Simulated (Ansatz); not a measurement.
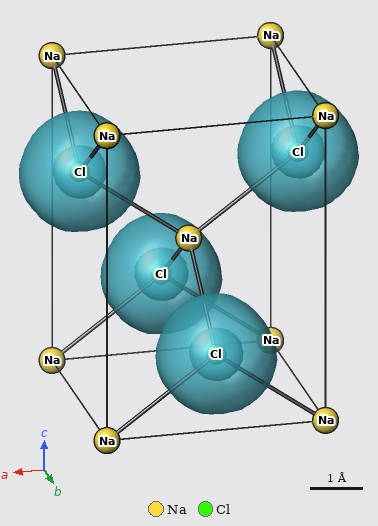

Figure. NaCl. Isosurface of the electron localisation function at 0.8 (cyan), seen at an oblique angle. Only the valence region is drawn (cores and ρ < 0.01 e/Å³ removed). Sticks mark near contacts.

Space group I-4m2; started from the zincblende prototype, which need not be the ambient phase; changed on purpose from its base cell (uniaxial z strain +2.8%).

Level of theory: DFT, r2SCAN, plane waves, PAW (Ansatz).

Core electrons are frozen (PAW), and the valence fields are smoothed inside the atomic spheres.

**What do the ELF domains correspond to?**

The ELF exceeds this value in two regions wrapped around Cl (the valence shell of each), counted in one cell of 4 atoms. Any copies at cell faces, edges or corners count once. Along the contacts the grid gives the following. Na–Cl (2.70 Å): the ELF peaks at about 0.90 in the valence shell of Cl, 0.8 Å from its nucleus, and falls to about 0 next to Na (an ionic contact with no shared pair).
